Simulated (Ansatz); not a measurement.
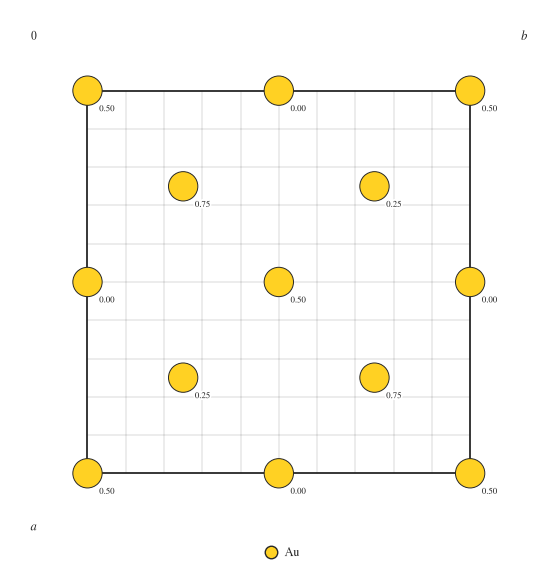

Plan of a unit cell projected along c (a down the page, b across); the numbers are heights as fractions of c, and atoms on the cell's edges are repeated. The grid marks tenths of a and b. Source: the input geometry of an electronic-structure calculation (not necessarily at equilibrium); the starting structure was generated, so it need not be a known form of this composition. Symmetry computed with spglib at a tolerance of 0.002 Å; standard conventional cell.

a = 6.073 Å, b = 6.073 Å, c = 6.073 Å, α = 90.00°, β = 90.00°, γ = 90.00°.

What does the cell contain?

8 Au: Au, Z = 8.

Which space group?

Fd-3m (No. 227, origin choice 1), face-centred cubic.

Give the independent sites, coordinates to two places.

```csv
atom,site,symmetry,x,y,z
Au,8b,-43m,0.75,0.75,0.75
```
